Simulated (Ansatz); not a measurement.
## Geometry relaxation, with input and output: Rh (part 2 of 2)

The same run, continued: Rh (slab, 4 atoms in the cell); DFT PBEsol, scalar-relativistic, plane waves, PAW, no spin polarisation (Ansatz 0.2.0); cutoff 420 eV, 11×11×1 k-mesh, Gaussian smearing of 0.1 eV. The structure derives from an entry of the Crystallography Open Database. The input holds or restrains some coordinates. Forces given for the steps count only the free coordinates. It belongs to a series of runs on one base structure; here: clean slab, lower half held.

Geometry of the input (Å; fractional positions):
```
2.6729  0.0000  0.0000
0.0000  2.6729  0.0000
0.0000  0.0000  22.6700
Rh 0.5000  0.5000  0.3749
Rh 0.0000  0.0000  0.4583
Rh 0.5000  0.5000  0.5417
Rh 0.0000  0.0000  0.6251
```

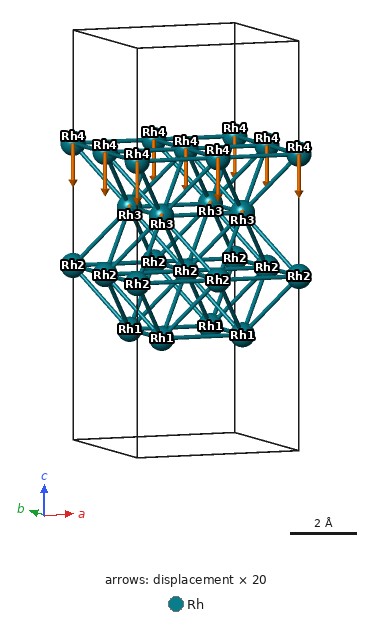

The starting structure with the displacements as orange arrows, magnified 20 times (ball-and-stick view of the 2 × 2 repeat of the cell, with the vacuum cut short, seen slightly off an axis). The largest move is that of Rh4, 0.069 Å. The lattice vectors keep their values. Among the contacts that change: Rh3–Rh4 2.673 → 2.621 Å. The energy falls by 5.4 meV per atom in 3 geometry steps. The largest force component goes from 0.57 to 0.011 eV/Å. (Atoms are counted from 1 in the order of the input.)

```
WARN: The input density's exchange-correlation potential varies sharply where the density is thin. Do not read a vacuum level from v_tot or v_xc, or from such a field of the output density. On a cell that repeats whose density bears no net charge and no dipole along the vacuum's axis use v_es (v_loc + v_h of the components); under efield.dipole_correction with no amplitude use v_es + v_field, which holds any external_charges[].barrier, or the levels of the report's work_function block, which leave it out; under a non-zero efield.amplitude the vacuum is tilted and has no level; on a cell that repeats and bears such a dipole with no correction it is tilted too, and efield.dipole_correction with no amplitude gives each side of its ramp a level where efield: is served; in a cell that repeats whose density bears a net charge (total_charge, or a fill off its count) it is curved and has none; of a slab under crystal.periodic whose density bears no net charge use v_es, which has a level on each side, short of where the two are joined; of another it falls or rises all the way out and has none; of a slab beside external_charges read slab_vacuum_level instead, which it has where they leave it neutral. The grid or the basis barely resolves most such structure, and the values can differ between equally converged runs; as a rule a tighter scf.convergence.dr2_threshold does not remove it. Where the density itself ripples (under the LDA too) a higher basis.ecutwfc lessens it. The files hold the spikes' plane waves up to the density's cutoff. Files: v_tot and the like, and their columns of v_z.tsv (output.write_potential); v_xc and the like, and their columns of v_comp_z.tsv (output.write_potential_components); where files of the output density stand in their place, no point of their own thin density is over the threshold below, and this is of outcome.potential() and, of a run that writes arrays (npy), the arrays of these names. Measured: with its Gaussian average of σ = 0.25 Å subtracted twice, the exchange-correlation potential is over 0.1 eV at 1 of the grid points where the equally averaged density (valence and model cores) is under 1e-3 e/Å³, and 0.134 eV at the most among them, at an averaged density of 6.8e-9 e/Å³. See output.write_potential in the manual, Limitations
SCF converged after 5 iterations
Free energy (F): -25352.403936 eV
Harris-Foulkes:  -25352.403936 eV  (|F-HF|=2.26e-9)
Internal energy: -25352.364583 eV  (E = F + TS)
E sigma→0 (E₀):  -25352.384259 eV
Entropy (-TS):   -0.039353 eV (-9.838 meV/atom)
Fermi energy:    4.115519 eV
Dipole field:    D = -0.000457 V/Å  (p = -0.000409 e·Å, saw-weighted, corrected)
Work function:   Φ+ = 5.2297 eV   Φ− = 5.2194 eV
Levels:          The Fermi level and band energies are counted from a zero that moves with the ramp; work functions are not
--- Per-component energies (eV) ---
  E_band       = -1563.944070
  E_kinetic    = 2290.358986
  E_local      = -107376.162505  (includes V_loc(G=0)·N_el)
  E_nonlocal   = 1430.016446
  E_hartree    = 52143.955251
  E_xc         = -878.708185
  E_vxc        = -1106.817188  (∫ρ·V_xc dr)
  E_paw        = -14097.025057  (= ΣΔE_a)
  E_vpaw       = -1089.252700  (= ΣTr[D̂ρ^β])
  E_aug_tail   = 0.003238  (compensation charges beyond the density's cutoff)
  E_efield     = 0.000000  (sawtooth field / dipole correction)
  E_vefield    = -0.000495  (∫n·V_field dr)
  E_ewald      = 41134.092444
  E_core_change = 1.104799  (= ΣΔE_core)
  E_smearing   = -0.039353  (= −TS)
  E_closure    = 0.000000  (closes the sum)
  Σ components = -25352.403936   (vs F -25352.403936, Δ=0.00e0)
--- Forces (eV/Å), atoms counted from 1 ---
  atom   1  Rh     0.00000000     0.00000000     0.57024280
  atom   2  Rh     0.00000000     0.00000000    -0.56549234
  atom   3  Rh    -0.00000000     0.00000000    -0.01078096
  atom   4  Rh     0.00000000     0.00000000     0.00606634
  max |Σ_I F_I| component: 3.58e-5 eV/Å
--- Band table (eV; the first three rows and the last of 21) ---
  k-point 0: bands = ["-74.8065", "-74.6831", "-74.0784", "-74.0057", "-42.8968", "-42.5417", "-42.5190", "-42.5190", "-42.3452", "-42.3452", "-41.8568", "-41.8171", "-41.8171", "-41.7813", "-41.7468", "-41.7468", "-3.3770", "-2.1321", "-1.7571", "-1.5426", "-1.0574", "-0.8416", "0.2823", "0.8593", "1.2967", "1.2967", "2.4670", "2.4690", "2.4690", "2.8477", "3.0306", "3.2556", "3.8680", "3.9672", "3.9672", "4.5987", "4.7979", "4.9149", "4.9149", "5.0603", "6.6809"]
  k-point 1: bands = ["-74.8019", "-74.6806", "-74.0754", "-74.0026", "-42.8891", "-42.5988", "-42.5131", "-42.4986", "-42.3820", "-42.3438", "-41.8555", "-41.8457", "-41.8154", "-41.7828", "-41.7743", "-41.7447", "-3.1679", "-1.9776", "-1.6031", "-1.3855", "-0.9347", "-0.6762", "0.3504", "0.9669", "1.2304", "1.3367", "1.9461", "2.3456", "2.5156", "2.9946", "3.2366", "3.3976", "3.4505", "3.4574", "4.2503", "4.2682", "4.3957", "4.6752", "4.9896", "5.7265", "7.5057"]
  k-point 2: bands = ["-74.7895", "-74.6742", "-74.0674", "-73.9944", "-42.8717", "-42.7001", "-42.5052", "-42.4968", "-42.4652", "-42.3404", "-41.9312", "-41.8645", "-41.8415", "-41.8106", "-41.7718", "-41.7390", "-2.6192", "-1.6952", "-1.1302", "-1.0555", "-0.8226", "-0.0119", "0.6793", "1.1755", "1.2463", "1.4278", "1.4337", "2.0376", "2.3100", "2.9044", "2.9087", "3.1665", "3.1686", "3.2068", "4.1183", "4.1500", "4.4404", "4.6618", "4.9743", "6.7634", "8.7785"]
  k-point 20: bands = ["-74.7078", "-74.6154", "-74.0018", "-73.9280", "-42.9293", "-42.9293", "-42.7089", "-42.6903", "-42.6213", "-42.5414", "-42.1628", "-42.1618", "-42.0965", "-42.0961", "-41.8286", "-41.7434", "-1.9360", "-1.8347", "-1.5094", "-1.5044", "-0.6856", "-0.5831", "-0.0708", "-0.0570", "1.9528", "1.9984", "3.4900", "3.5248", "4.1046", "4.1328", "4.3711", "4.4213", "4.8155", "4.9710", "5.4244", "5.5391", "8.1821", "9.1378", "10.8228", "11.7789", "13.2512"]
--- Relaxed structure (4 steps of the walk, 4 accepted, 0 SCFs on fresh bases) ---
  F+E_penalty+E_count = -25352.40393583 eV   max|allowed force component| = 1.078e-2 eV/Å
  atoms:
    - { symbol: Rh, position: [0.49999999999999994, 0.49999999999999994, 0.37494503079999997] }
    - { symbol: Rh, position: [0.0, 0.0, 0.4583150103] }
    - { symbol: Rh, position: [0.49999999999999994, 0.49999999999999994, 0.5419050345312637] }
    - { symbol: Rh, position: [-2.3057618427821577e-33, 0.0, 0.6220227123101012] }
```

Trajectory as extended XYZ (Å, eV, eV/Å), 4 frames, from step=1 to step=4
```
4
Lattice="2.6729 0.0000 0.0000 0.0000 2.6729 0.0000 0.0000 0.0000 22.6700" Properties=species:S:1:pos:R:3:forces:R:3 step=1 energy=-25352.38238
Rh    1.3364    1.3364    8.5000    0.0000   0.0000   0.5710
Rh    0.0000    0.0000   10.3900    0.0000   0.0000  -0.5063
Rh    1.3364    1.3364   12.2800    0.0000   0.0000   0.5062
Rh    0.0000    0.0000   14.1700    0.0000   0.0000  -0.5708
4
Lattice="2.6729 0.0000 0.0000 0.0000 2.6729 0.0000 0.0000 0.0000 22.6700" Properties=species:S:1:pos:R:3:forces:R:3 step=2 energy=-25352.39897
Rh    1.3364    1.3364    8.5000    0.0000   0.0000   0.5475
Rh    0.0000    0.0000   10.3900    0.0000   0.0000  -0.7062
Rh    1.3364    1.3364   12.2705    0.0000   0.0000  -0.1241
Rh    0.0000    0.0000   14.0595    0.0000   0.0000   0.2822
4
Lattice="2.6729 0.0000 0.0000 0.0000 2.6729 0.0000 0.0000 0.0000 22.6700" Properties=species:S:1:pos:R:3:forces:R:3 step=3 energy=-25352.40393
Rh    1.3364    1.3364    8.5000    0.0000   0.0000   0.5705
Rh    0.0000    0.0000   10.3900    0.0000   0.0000  -0.5654
Rh    1.3364    1.3364   12.2850    0.0000   0.0000  -0.0108
Rh    0.0000    0.0000   14.1012    0.0000   0.0000   0.0062
4
Lattice="2.6729 0.0000 0.0000 0.0000 2.6729 0.0000 0.0000 0.0000 22.6700" Properties=species:S:1:pos:R:3:forces:R:3 step=4 energy=-25352.40394
Rh    1.3364    1.3364    8.5000    0.0000   0.0000   0.5702
Rh    0.0000    0.0000   10.3900    0.0000   0.0000  -0.5655
Rh    1.3364    1.3364   12.2850    0.0000   0.0000  -0.0108
Rh    0.0000    0.0000   14.1012    0.0000   0.0000   0.0061
```

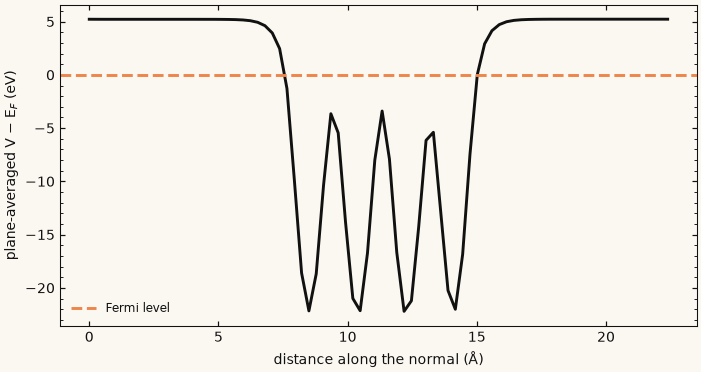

Plane average of the electrostatic potential energy of an electron across the cell, from the Fermi level. The vacuum level lies 5.23 eV above the Fermi level.

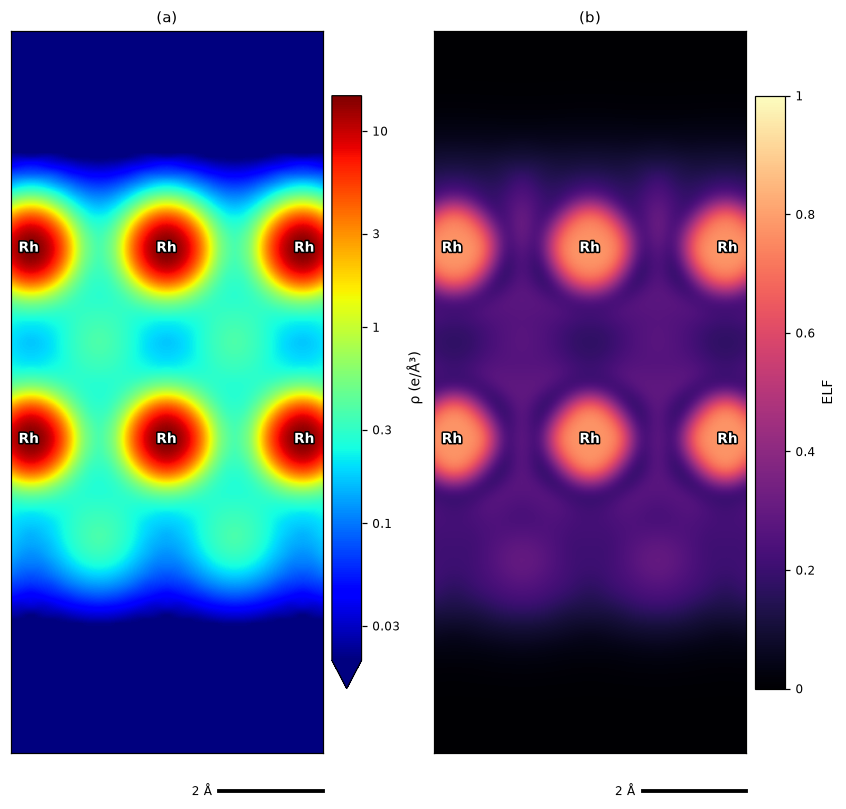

(a) valence pseudo-density; (b) ELF on the (010) plane of the calculation cell, a cut from vacuum to vacuum. Rh–Rh (2.67 Å): ρ at the midpoint is about 0.37 e/Å³; the ELF is about 0.25 at the midpoint (no localised pair between them). The density dies away to nearly zero in the vacuum. The strong features right at Rh lie inside the PAW spheres (semicore, d or f shells) and say nothing about bonding. The fields are those of the smooth PAW valence density.

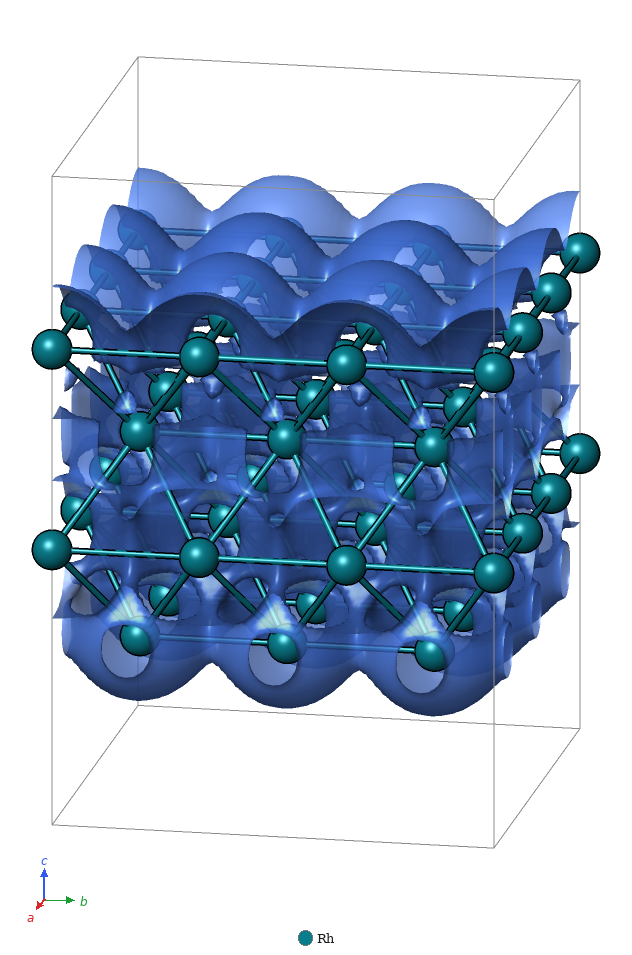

Isosurface of the valence electron density at 0.3 e/Å³ (blue), seen slightly off an axis. Sticks mark near contacts. At this value the density is joined into sheets; it holds about 95 % of the electrons treated as valence (semicore included). On the grid the lowest density along these lines, outside the cores, is 0.42 e/Å³ (Rh–Rh, 2.62 Å) and 0.37 e/Å³ (Rh–Rh, 2.67 Å).
